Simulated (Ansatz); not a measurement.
Geometry relaxation of Al (part 1 of 2)

The run: geometry relaxation of Al (4 atoms in the cell). Method and program: DFT PBE, scalar-relativistic, plane waves, PAW, PAW set soft_1, no spin polarisation (Ansatz 0.2.0).

The structure derives from a Materials Project entry. Figures and captions count atoms from 1; the log counts them from 0 in places.

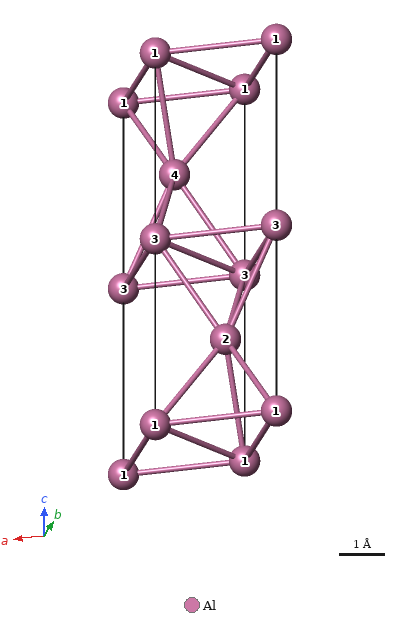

Fig. 1: The input geometry (ball-and-stick view of the cell of the calculation, seen at an oblique angle; atoms are numbered from 1 in the order of the input). An atom can appear more than once, as a periodic image. Near neighbours in the periodic cell (some may lie outside the picture): Al has 12 Al at 2.82 to 2.83 Å.

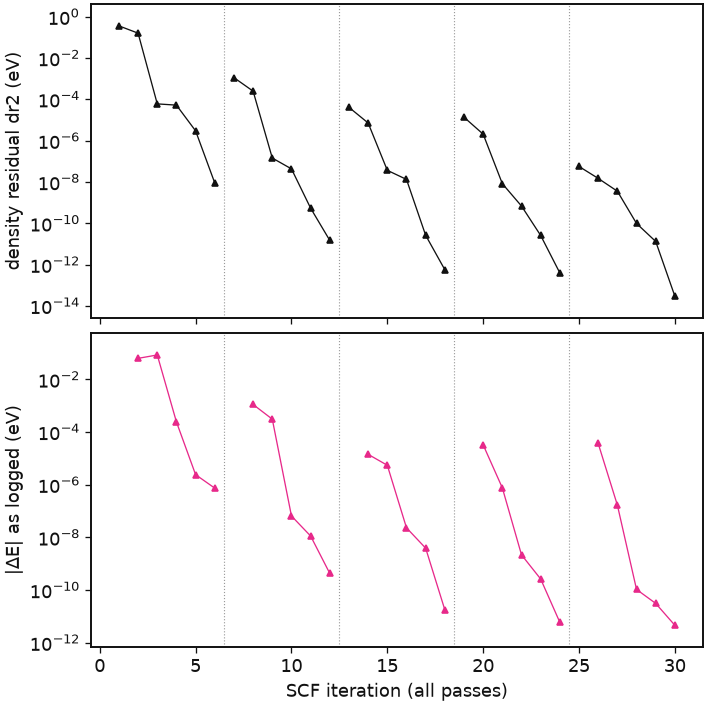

Fig. 2: Convergence of the self-consistent field: density residual dr2 and size of the energy change against the SCF iteration. The dotted lines part the SCF passes of the relaxation: geometry steps, rejected trials and re-solves on a re-selected basis. The 5 passes take 6 iterations each, 30 in all.

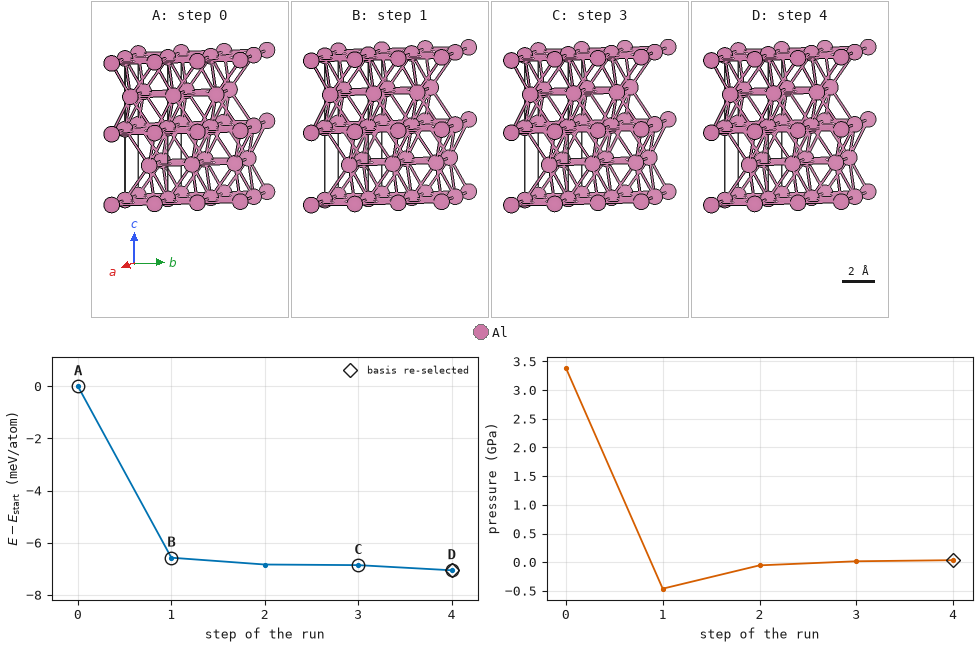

Fig. 3: Frames of the relaxation (ball-and-stick view of the cell of the calculation, repeated 2 × 3 × 1, seen slightly off an axis) above the curves, on which the letters mark them (the first geometry is step 0 here and step 1 in the log).

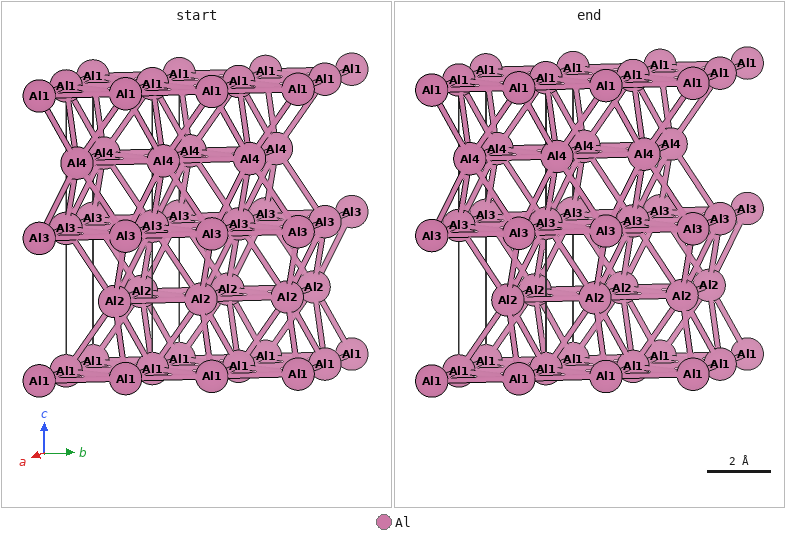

Fig. 4: Before (left) and after (right) the relaxation, at one scale (ball-and-stick view of the cell of the calculation, repeated 2 × 3 × 1, seen slightly off an axis). No atom moves by more than 0.005 Å relative to the cell. Cell: a = b 2.827 → 2.854 Å (+0.9 %), c 9.186 → 9.381 Å (+2.1 %). Volume +4.0 %. Distances before and after: Al1–Al2 2.817 → 2.866 Å, Al1–Al1 2.827 → 2.854 Å. The space group stays P6_3/mmc (No. 194). The energy falls by 6.9 meV per atom in 3 geometry steps. All forces vanish by symmetry, so only the cell relaxes. Pressure: 3.39 GPa at the start and 0.03 GPa at the end. A last SCF at the same geometry on a re-selected plane-wave basis shifts the energy by −0.2 meV per atom. (Atoms are counted from 1 in the order of the input.)

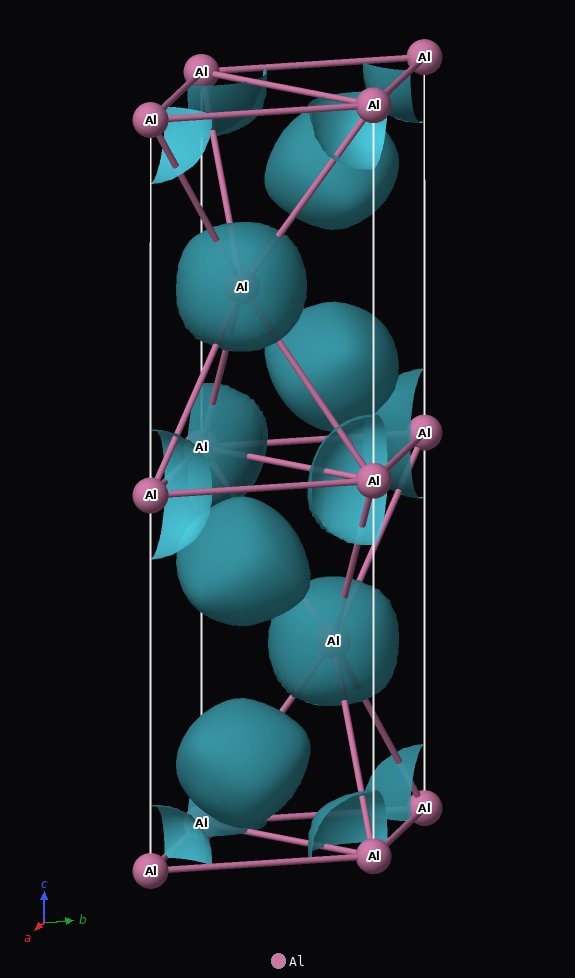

Fig. 5: Isosurface of the electron localisation function at 0.45 (cyan), seen slightly off an axis. Core shells and regions of very low density are left out. Sticks mark near contacts. The outline is the cell set on symmetry axes. Values along the shortest contacts: Al–Al (2.85 Å): the ELF peaks at about 0.65 between the atoms. In a PAW calculation such maps are meaningful between the atoms, not at the nuclei.

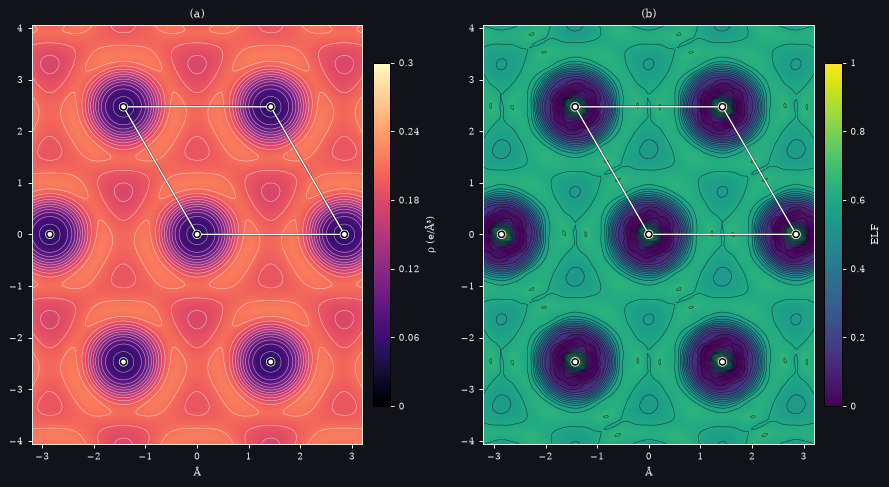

Fig. 6: (a) valence charge density (pseudo); (b) ELF on the (001) plane of the conventional cell. Circles mark the nuclei in the plane (Al). The section cuts through Al sites. Al–Al (2.85 Å): the density is about 0.2 e/Å³ at the midpoint; the ELF peaks at about 0.65 between the atoms. Away from the nuclei the density in this plane falls to 0.18 e/Å³ at its lowest.

The input that produced these results follows, with the program's output.

Input
```yaml
crystal:
  lattice:
    - [2.8270770242, 0.0, 0.0]
    - [-1.4135385121, 2.4483205214, 0.0]
    - [0.0, 0.0, 9.18599307]
  atoms:
    - { symbol: Al, position: [0.0, 0.0, 0.0] }
    - { symbol: Al, position: [0.33333333, 0.66666667, 0.25] }
    - { symbol: Al, position: [0.0, 0.0, 0.5] }
    - { symbol: Al, position: [0.66666667, 0.33333333, 0.75] }
basis:
  ecutwfc: 420
kpoints:
  mp_grid: { grid: [18, 18, 6] }
hamiltonian:
  xc: pbe
  pseudopotentials: { kind: paw, azcp: { folder: soft_1 } }
scf:
  occupations: { method: gaussian, width: 0.1 }
output:
  forces: true
  stress: true
  eigenvalues: true
  write_density: true
  write_potential: true
  elf: true
  volumetric_format: npy
relax:
  adjacent_minimum: "off"
  f_tol: 0.005
  max_steps: 80
  cell: { stress_tol: 0.05 }
```

Run as:
```bash
ansatz run input.yaml --threads 1 --pin off --max-ram 3072MiB --backend cpu --events-out ev --progress --plain --runs-dir out
```

Output
```
Engine: ansatz 0.2.0, aarch64-unknown-linux-gnu
Pseudopotentials: kind: paw
Pseudopotential: Al, paw, valence charge 3, recommended cutoff 420 eV (normal), [file]
Functional definition: PBE
  parameter kappa = 0.804
  parameter beta = 0.06672455060314922
  exchange = pbe_x(kappa = kappa, mu = beta*pi^2/3)
  correlation = pbe_c(beta = beta)
Crystal: 4 atoms, lattice volume = 63.582 Å³
Basis set: ecut = 420 eV, 1255 PW (Γ), exchange–correlation on 40×40×128 points (8 copies of the dense FFT grid, shifted against one another)
Bands: 10, of which v1, the nominal top of the filled ones, is band 6 counted from 1 (5 counted from 0)
Symmetry: 24 space group operations
Space group: P63/mmc (ITA 194), of the structure as read, at distance tolerance 4.0e-5 Å
k-points: 148 of 1944
Non-local potential: Al, projectors of the file, l = 0: 2, l = 1: 2, l = 2: 1
PAW form: soft (Blöchl's): semilocal exchange-correlation on the pseudo side does not see the compensation charge
PAW one-centre angular grid: Al, 110 points (default); XC on 64 Gauss nodes
Initial density: superposition of atomic densities (chi_scale 0.1, normalization cell)
Initial wavefunctions: pseudopotential atomic-orbital guess
Functional: x = pbe(κ = 0.804, μ = 0.2195149727645171), c = pbe(β = 0.06672455060314922)
SCF iter   1: F=—  HF=-2150.086860 eV  |F-HF|=—  |Δ(HF+E_count)|=         —  Δρ=2.31e-2  dr2=3.59e-1  ethr=3.10e-3  ⟨swp⟩=6.9  Hψ=12046  notcnv=0
preconditioner: auto → none  [metal: Δε(μ)=0.005 eV  Ē_g=7.524 eV  σ=0.100 eV  W_gap=0.03  n_scr=6 (ndim 8)  ℏωp=16.1 eV  f_vac=0.000  D(μ)=1.57/eV (n_scr^D=6)  sad-step TF]
SCF iter   2: F=—  HF=-2150.024093 eV  |F-HF|=—  |Δ(HF+E_count)|=   6.28e-2  Δρ=1.53e-2  dr2=1.59e-1  ethr=2.99e-3  ⟨swp⟩=1.0  Hψ=2667  notcnv=0  defer=3
SCF iter   3: F=—  HF=-2149.939545 eV  |F-HF|=—  |Δ(HF+E_count)|=   8.45e-2  Δρ=3.12e-4  dr2=6.01e-5  ethr=1.32e-3  ⟨swp⟩=6.6  Hψ=16553  notcnv=0  defer=25
automatic band count: the SCF goes on with 14 bands, as 10 were too few: the levels above may hold too much charge
SCF iter   4: F=—  HF=-2149.939303 eV  |F-HF|=—  |Δ(HF+E_count)|=   2.42e-4  Δρ=1.70e-4  dr2=5.23e-5  ethr=5.01e-7  ⟨swp⟩=2.0  Hψ=4151  notcnv=0  defer=27
SCF iter   5: F=—  HF=-2149.939300 eV  |F-HF|=—  |Δ(HF+E_count)|=   2.40e-6  Δρ=5.09e-5  dr2=2.97e-6  ethr=4.36e-7  ⟨swp⟩=2.1  Hψ=2336  notcnv=0  defer=27
SCF iter   6: F=-2149.939300 eV  HF=-2149.939300 eV  |F-HF|=2.15e-9  |Δ(HF+E_count)|=   7.38e-7  Δρ=4.93e-6  dr2=8.91e-9  ethr=8.33e-10  ⟨swp⟩=8.4  Hψ=12917  notcnv=0
SCF 1 converged in 6 iterations: F = -2149.939300 eV  dr2 = 8.91e-9
  greatest PAW one-centre occupation: 0.452 electrons in one spin orbital (limit 2), on the Al atom at site 2 (counted from 0), in its partial waves of l = 0
relax step   1: F+E_penalty+E_count = -2149.93929953 eV  Δ(F+E_penalty+E_count) = +0.000e0 eV  max|allowed force component| = 5.262e-17 eV/Å  Δτ_max = 0.0000 Å  P = +3.388 GPa  Ω = 63.582 Å³  (6 SCF iters, dr2 threshold 1.00e-7 eV, accepted)
Crystal: 4 atoms, lattice volume = 66.561 Å³
Basis set: ecut = 420 eV, 1315 PW (Γ), exchange–correlation on 40×40×128 points (8 copies of the dense FFT grid, shifted against one another)
Bands: 14, of which v1, the nominal top of the filled ones, is band 6 counted from 1 (5 counted from 0)
Initial density: handed on by an earlier stage of this run
Initial wavefunctions: those handed on with the density
iter 1 solved again at ethr=9.26e-6 eV; its pass at ethr=3.10e-3 eV (dr2=1.11e-3 eV) is discarded
SCF iter   1: F=—  HF=-2149.967006 eV  |F-HF|=—  |Δ(HF+E_count)|=         —  Δρ=1.24e-3  dr2=1.12e-3  ethr=9.26e-6  ⟨swp⟩=1.3  Hψ=15508  notcnv=0
preconditioner: auto → none  [metal: Δε(μ)=0.031 eV  Ē_g=8.856 eV  σ=0.100 eV  W_gap=0.17  n_scr=6 (ndim 8)  ℏωp=15.8 eV  f_vac=0.000  D(μ)=1.49/eV (n_scr^D=4)]
SCF iter   2: F=—  HF=-2149.965894 eV  |F-HF|=—  |Δ(HF+E_count)|=   1.11e-3  Δρ=5.91e-4  dr2=2.48e-4  ethr=9.26e-6  ⟨swp⟩=1.0  Hψ=2072  notcnv=0
SCF iter   3: F=—  HF=-2149.965585 eV  |F-HF|=—  |Δ(HF+E_count)|=   3.08e-4  Δρ=1.40e-5  dr2=1.44e-7  ethr=2.06e-6  ⟨swp⟩=1.0  Hψ=2072  notcnv=0
iter 4 did not close the SCF: its close was put off for the readings that it lacked (scf_convergence_deferred on its scf_iter line)
SCF iter   4: F=-2149.965585 eV  HF=-2149.965585 eV  |F-HF|=3.52e-8  |Δ(HF+E_count)|=   6.48e-8  Δρ=3.93e-6  dr2=4.30e-8  ethr=1.20e-9  ⟨swp⟩=2.0  Hψ=2963  notcnv=0
iter 5 did not close the SCF: its close was put off for the readings that it lacked (scf_convergence_deferred on its scf_iter line)
SCF iter   5: F=-2149.965585 eV  HF=-2149.965585 eV  |F-HF|=3.19e-10  |Δ(HF+E_count)|=   1.12e-8  Δρ=1.06e-6  dr2=5.39e-10  ethr=3.58e-10  ⟨swp⟩=2.0  Hψ=2586  notcnv=0
SCF iter   6: F=-2149.965585 eV  HF=-2149.965585 eV  |F-HF|=2.09e-11  |Δ(HF+E_count)|=  4.25e-10  Δρ=2.20e-7  dr2=1.48e-11  ethr=4.49e-12  ⟨swp⟩=4.1  Hψ=7955  notcnv=0
SCF 2 converged in 6 iterations: F = -2149.965585 eV  dr2 = 1.48e-11
relax step   2: F+E_penalty+E_count = -2149.96558513 eV  Δ(F+E_penalty+E_count) = -2.629e-2 eV  max|allowed force component| = 5.782e-18 eV/Å  Δτ_max = 0.0000 Å  P = -0.462 GPa  Ω = 66.561 Å³  energy of the carried Pulay correction = -7.183e-4 eV  (6 SCF iters, dr2 threshold 4.00e-7 eV, accepted)
```
